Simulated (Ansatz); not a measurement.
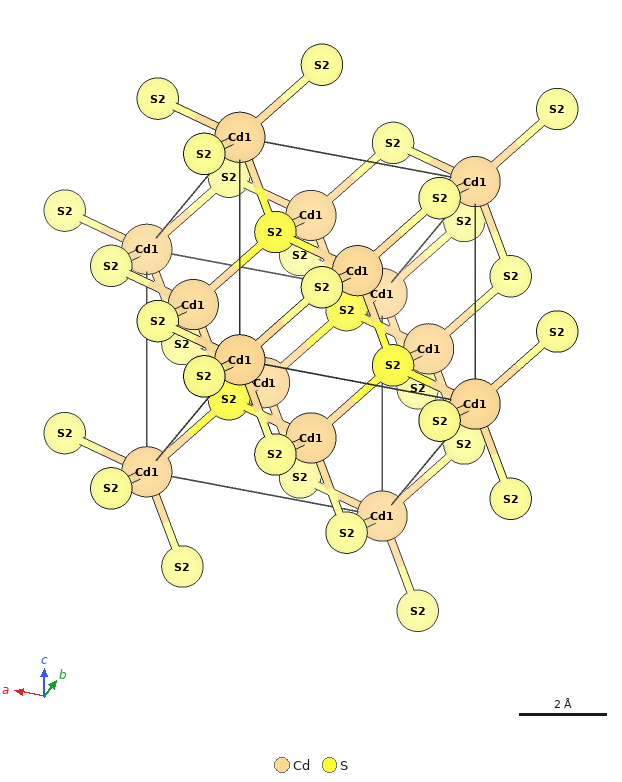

*The structure as given in the input (ball-and-stick view of the cell 4 times as large as that of the calculation, set on its symmetry axes, seen at an oblique angle; neighbours outside the cell are drawn fainter; atoms are numbered from 1 in the order of the input). An atom can appear more than once, as a periodic image.*

Near neighbours in the periodic cell (some may lie outside the picture): Cd has 4 S at 2.55 Å; S has 4 Cd at 2.55 Å.

## Single-point calculation, with input and output: CdS

- system: CdS (F-43m, 2 atoms in the cell)
- method: DFT, r2SCAN, plane waves, PAW, no spin polarisation (Ansatz 0.2.0)

The structure was built on a prototype by a generator. The geometry comes from this level: r2SCAN. It belongs to a series of runs on one base structure; here: basis.ecutwfc = 300. Figures and captions count atoms from 1; the log counts them from 0 in places.

Log
```
Warning: basis.ecutwfc = 300 eV is below the records' recommended 500 eV, and the density's cutoff is lower with it unless basis.ecutrho_ratio is high enough to keep the records' density cutoff: compare with a run at a higher cutoff
scf.n_extra_bands = 4 over 13 filled bands (N_el = 26.0): the run solves 17 bands
Engine: ansatz 0.2.0, aarch64-unknown-linux-gnu
Pseudopotentials: kind: paw
Pseudopotential: Cd, paw, valence charge 20, recommended cutoff 500 eV (meta_gga), Cd.paw.azcp
Pseudopotential: S, paw, valence charge 6, recommended cutoff 500 eV (meta_gga), S.paw.azcp
Functional definition: r2SCAN
  parameter k0 = 0.174
  parameter k1 = 0.065
  parameter a1 = 4.9479
  exchange = r2scan_x(k0 = k0, k1 = k1, a1 = a1)
  correlation = r2scan_c
Crystal: 2 atoms, lattice volume = 50.784 Å³
Basis set: ecut = 300 eV, 609 PW (Γ), exchange–correlation on 96×96×96 points (64 copies of the dense FFT grid, shifted against one another)
Bands: 17, of which v1, the nominal top of the filled ones, is band 13 counted from 1 (12 counted from 0)
Symmetry: 24 space group operations
Space group: F-43m (ITA 216), of the structure as read, at distance tolerance 3.7e-5 Å
k-points: 16 of 216 (time reversal used)
Non-local potential: Cd, projectors of the file, l = 0: 3, l = 1: 2, l = 2: 2, l = 3: 1
Non-local potential: S, projectors of the file, l = 0: 2, l = 1: 2, l = 2: 2
PAW form: soft (Blöchl's): semilocal exchange-correlation on the pseudo side does not see the compensation charge
PAW frozen core: Cd, regenerated for the run's functional (the file was generated under x = pbe(κ = 0.804, μ = 0.2195149727645171), c = pbe(β = 0.06672455060314922))
PAW frozen core: S, regenerated for the run's functional (the file was generated under x = pbe(κ = 0.804, μ = 0.2195149727645171), c = pbe(β = 0.06672455060314922))
PAW one-centre angular grid: Cd, 590 points (default); XC on 160 Gauss nodes
PAW one-centre angular grid: S, 302 points (default); XC on 160 Gauss nodes
Initial density: superposition of atomic densities (neutral atoms: chi_scale 0, normalization atom), corrected by the library's trained network
Initial wavefunctions: pseudopotential atomic-orbital guess
Functional: x = r2scan, c = r2scan; τ floored in thin density (d = 2e-4 eV/Å³)
SCF iter   1: F=—  HF=-9175.459957 eV  |F-HF|=—  |Δ(HF+E_count)|=         —  Δρ=6.61e-3  dr2=8.00e-3  dr2_τ=1.95e-2  ethr=1.77e-3  ⟨swp⟩=4.9  Hψ=1156  notcnv=0  defer=29
preconditioner: auto → none  [insulator: Δε(μ)=1.516 eV  Ē_g=12.995 eV  n_scr=14 (ndim 8)  ℏωp=22.1 eV  f_vac=0.135  ε∞_Penn≈3.9]
SCF iter   2: F=—  HF=-9175.474051 eV  |F-HF|=—  |Δ(HF+E_count)|=   1.41e-2  Δρ=3.48e-3  dr2=2.28e-3  dr2_τ=6.27e-4  ethr=3.08e-5  ⟨swp⟩=2.6  Hψ=537  notcnv=0  defer=29
SCF iter   3: F=—  HF=-9175.476072 eV  |F-HF|=—  |Δ(HF+E_count)|=   2.02e-3  Δρ=9.63e-4  dr2=7.13e-4  dr2_τ=6.17e-5  ethr=8.77e-6  ⟨swp⟩=2.0  Hψ=451  notcnv=0  defer=29
SCF iter   4: F=—  HF=-9175.475867 eV  |F-HF|=—  |Δ(HF+E_count)|=   2.05e-4  Δρ=1.01e-4  dr2=6.49e-6  dr2_τ=6.96e-7  ethr=2.74e-6  ⟨swp⟩=2.3  Hψ=429  notcnv=0  defer=29
SCF iter   5: F=—  HF=-9175.475867 eV  |F-HF|=—  |Δ(HF+E_count)|=   1.54e-8  Δρ=4.84e-5  dr2=7.62e-7  dr2_τ=4.65e-8  ethr=2.50e-8  ⟨swp⟩=2.1  Hψ=433  notcnv=0  defer=4
SCF iter   6: F=-9175.475868 eV  HF=-9175.475868 eV  |F-HF|=2.81e-8  |Δ(HF+E_count)|=   5.86e-7  Δρ=1.08e-5  dr2=4.31e-8  dr2_τ=5.44e-9  ethr=3.85e-10  ⟨swp⟩=6.1  Hψ=1255  notcnv=0
SCF 1 converged in 6 iterations: F = -9175.475868 eV  dr2 = 4.31e-8
  greatest PAW one-centre occupation: 1.002 electrons in one spin orbital (limit 2), on the Cd atom at site 0 (counted from 0), in its partial waves of l = 1
```

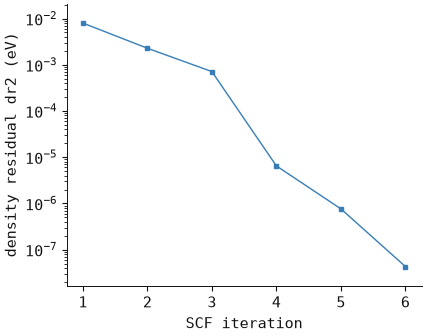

*Convergence of the self-consistent field: density residual dr2 against the SCF iteration.*

The residual falls at every step.

```
SCF converged after 6 iterations
Free energy (F): -9175.475868 eV
Harris-Foulkes:  -9175.475868 eV  (|F-HF|=2.81e-8)
Internal energy: -9175.475868 eV  (E = F + TS)
E sigma→0 (E₀):  -9175.475868 eV
Fermi energy:    6.314239 eV
--- Per-component energies (eV) ---
  E_band       = -541.861770
  E_kinetic    = 613.349290
  E_local      = -4048.670183  (includes V_loc(G=0)·N_el)
  E_nonlocal   = 61.969649
  E_hartree    = 1858.711626
  E_xc         = -260.126988
  E_vxc        = -340.499503  (∫ρ·V_xc dr)
  E_paw        = -4715.958076  (= ΣΔE_a)
  E_vpaw       = -567.201657  (= ΣTr[D̂ρ^β])
  E_aug_tail   = 0.000014  (compensation charges beyond the density's cutoff)
  E_vtau       = 21.767044  (kinetic-family band-sum trace: ∫τ·v_τ [+ j·A + Jᵃ·Aᵃ] dr)
  E_ewald      = -2684.076663
  E_core_change = -0.674537  (= ΣΔE_core)
  E_smearing   = -0.000000  (= −TS)
  E_closure    = -0.000000  (closes the sum)
  Σ components = -9175.475868   (vs F -9175.475868, Δ=0.00e0)
--- Forces (eV/Å), atoms counted from 1 ---
  atom   1  Cd     0.00000000    -0.00000000    -0.00000000
  atom   2  S     -0.00000000     0.00000000     0.00000000
  max |Σ_I F_I| component: 6.48e-17 eV/Å
--- Stress (GPa, compression-positive) ---
        0.013381      -0.000000       0.000000
        0.000000       0.013381       0.000000
       -0.000000       0.000000       0.013381
  P = ⅓ Tr σ = 0.0134 GPa (0.134 kbar)
--- Band table (eV; the first three rows and the last of 16) ---
  k-point 0: bands = ["-97.8007", "-57.9546", "-57.9546", "-57.9546", "-6.3960", "-1.6300", "-1.6300", "-1.6300", "-1.1629", "-1.1629", "6.3142", "6.3142", "6.3142", "7.8631", "13.3997", "13.3997", "13.3997"]
  k-point 1: bands = ["-97.8006", "-57.9539", "-57.9539", "-57.9539", "-6.2934", "-1.5900", "-1.5900", "-1.5217", "-1.1577", "-1.1577", "4.8727", "6.1179", "6.1179", "8.9939", "12.9881", "13.7185", "13.7185"]
  k-point 2: bands = ["-97.8006", "-57.9549", "-57.9543", "-57.9543", "-6.0906", "-1.5312", "-1.5312", "-1.1527", "-1.1449", "-1.1449", "2.9805", "5.7551", "5.7551", "9.7209", "13.4217", "13.9027", "13.9027"]
  k-point 15: bands = ["-97.8006", "-57.9546", "-57.9543", "-57.9538", "-5.8649", "-1.3968", "-1.3592", "-1.2351", "-1.1191", "-0.5851", "2.5078", "4.2074", "4.2366", "11.3699", "11.8357", "15.0137", "15.1021"]
```

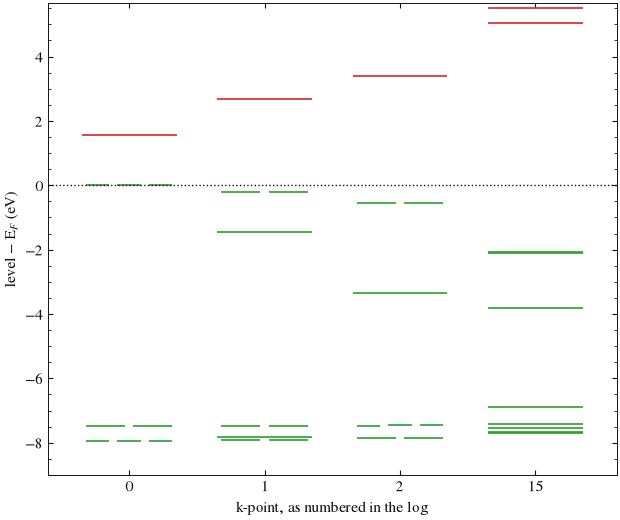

*Kohn–Sham levels near the Fermi level (dotted) at the few k-points that the log prints; levels within 0.02 eV of each other stand side by side.*

Among these points the highest filled and lowest empty levels are 1.55 eV apart, which is the gap on the mesh.

The run was set up as follows.

The input
```yaml
crystal:
  lattice:
    - [0.0, 2.93921484, 2.93921484]
    - [2.93921484, 0.0, 2.93921484]
    - [2.93921484, 2.93921484, 0.0]
  atoms:
    - { symbol: Cd, position: [0.0, 0.0, 0.0] }
    - { symbol: S, position: [0.25, 0.25, 0.25] }
kpoints:
  mp_grid: { grid: [6, 6, 6] }
hamiltonian:
  xc: r2scan
scf:
  occupations: { method: fixed }
  n_extra_bands: 4
output:
  forces: true
  stress: true
  eigenvalues: true
basis:
  ecutwfc: 300
```

Run as:
```bash
ansatz run input.yaml --threads 4 --pin off --max-ram 3686MiB --backend cpu --events-out ev --progress --plain --runs-dir out
```

Key numbers

```json
{"quantity": "outcome", "value": "converged"}
{"quantity": "space group (tolerance 0.01 Å)", "value": "F-43m (216)"}
{"quantity": "electrons treated", "value": "26"}
{"quantity": "free energy", "value": "−9175.4759 eV"}
{"quantity": "Fermi energy", "value": "6.314 eV"}
{"quantity": "gap on the k-point mesh", "value": "1.55 eV"}
{"quantity": "pressure", "value": "0.01 GPa"}
{"quantity": "largest force (length of the vector)", "value": "under 0.001 eV/Å"}
{"quantity": "hardware", "value": "4 threads of Arm Neoverse V1, 112 GiB of memory available, shared host"}
{"quantity": "wall time", "value": "0.75 s (CPU time 2.1 s)"}
{"quantity": "peak memory", "value": "0.34 GiB"}
```

Remarks

Settings chosen away from the usual ones: basis.ecutwfc = 300. The program warns: the cutoff is below the recommended one.
